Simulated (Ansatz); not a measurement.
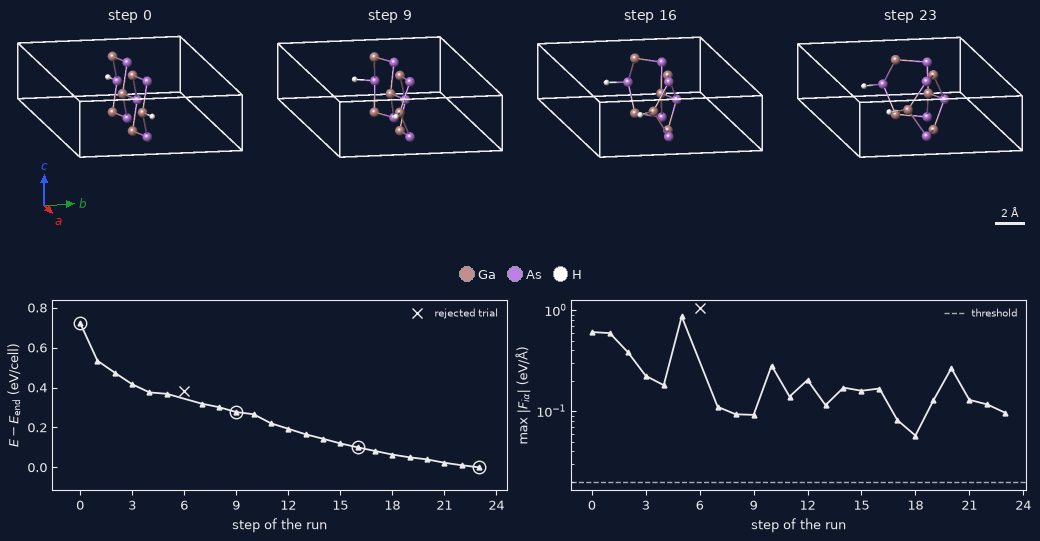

Frames of a relaxation of a wire of composition Ga2As2H, marked on the history of the run. A ball-and-stick model of the cell of the calculation, with the vacuum cut short, seen slightly off an axis.

Case: zigzag ribbon, 4 formula units a period, edges capped with H, edge spins parallel.

Theory: DFT PBE, scalar-relativistic, plane waves, PAW (Ansatz).

The input:
```yaml
crystal:
  lattice:
    - [23.7, 0.0, 0.0]
    - [0.0, 9.9, 0.0]
    - [0.0, 0.0, 4.0437978329]
  atoms:
    - { symbol: Ga, position: [0.3019561002, 0.4707564456, 1.0] }
    - { symbol: Ga, position: [0.4497211488, 0.4707564456, 0.5] }
    - { symbol: Ga, position: [0.5974861974, 0.4707564456, 0.0] }
    - { symbol: Ga, position: [0.7452512459, 0.4707564456, 0.5], spin: 1.0 }
    - { symbol: As, position: [0.252701084, 0.5292435544, 0.5], spin: 1.0 }
    - { symbol: As, position: [0.4004661326, 0.5292435544, 1.0] }
    - { symbol: As, position: [0.5482311812, 0.5292435544, 0.5] }
    - { symbol: As, position: [0.6959962297, 0.5292435544, 0.0] }
    - { symbol: H, position: [0.8095480857, 0.5089305907, 0.5] }
    - { symbol: H, position: [0.1904519143, 0.4922851464, 0.5] }
basis:
  ecutwfc: 420
kpoints:
  mp_grid: { grid: [1, 1, 13] }
hamiltonian:
  xc: pbe
scf:
  occupations: { method: gaussian, width: 0.05 }
output:
  forces: true
  stress: true
  eigenvalues: true
  populations: true
  write_density: true
  write_potential: true
  elf: true
  volumetric_format: npy
magnetization:
  spin_polarized: true
relax:
  adjacent_minimum: "off"
  f_tol: 0.02
  max_steps: 45
  cell: { fix: [a, b, alpha, beta, gamma], stress_tol: 0.03 }
```

Run as
```bash
ansatz run input.yaml --threads 4 --pin off --max-ram 11264MiB --backend cpu --events-out ev --progress --plain --runs-dir out
```

### Describe the path.

The run was cut off at its time limit before the relaxation converged, so the last structure is only a point on the way. The energy falls by 0.724 eV per cell of the calculation in 22 accepted moves (23 points after the start). Largest force component: 0.61 eV/Å at the start, 0.096 eV/Å at the end. The line search rejected the trial step at point 6 of the run. The largest moves relative to the centre of the atoms, 3.57 Å, are those of H9 and H10. By element the largest moves are H 3.57 Å, As 1.98 Å, Ga 1.86 Å. Along the periodic axis the drawn cell goes c 4.044 → 3.976 Å (−1.7 %). Some distances before and after: Ga1–As5 2.405 → 2.444 Å, As5–H10 1.520 → 1.534 Å, Ga1–As6 2.405 → 2.415 Å, Ga4–H9 1.570 → 1.565 Å. Among the angles between lasting bonds that change: Ga1–As5–H10 114.4° → 96.5°, Ga1–As6–Ga2 114.4° → 103.8°, Ga3–As8–Ga4 114.4° → 104.8°. The program noted that the starting moments weren't kept. Cost: 42 min on 4 threads of Intel(R) Xeon(R) Processor @ 2.50GHz (Skylake/Cascade Lake) (shared host), peak memory 2.2 GiB. From step 0 to 9: H10 moves most (1.21 Å), energy −0.447 eV per cell of the calculation. From step 9 to 16: H9 moves most (1.33 Å), energy −0.177 eV per cell of the calculation. From step 16 to 23: H9 moves most (1.34 Å), energy −0.100 eV per cell of the calculation.
